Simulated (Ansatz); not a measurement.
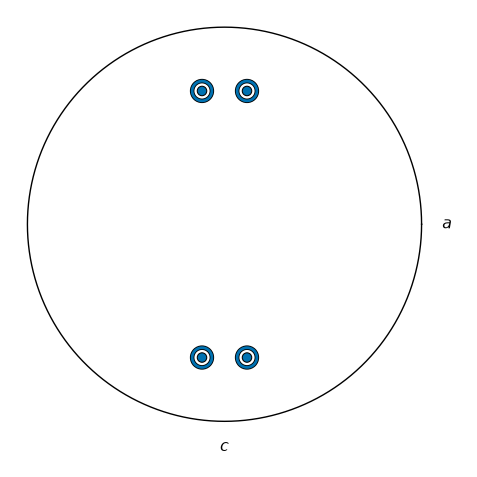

Stereographic projection: filled dots lie in the upper hemisphere, open rings in the lower. The b axis points at the viewer. The poles are all faces of one general form. Computed from the symmetry operations of a computed or model structure of composition Ge, which need not be its known form.

Question: Name the crystal class.

Answer: mmm (D2h), order 8, orthorhombic system: three twofold axes, three mirror planes, an inversion centre.

Question: Which physical properties does it allow?

Answer: It is centrosymmetric, so neither piezoelectric nor pyroelectric; it is not chiral.
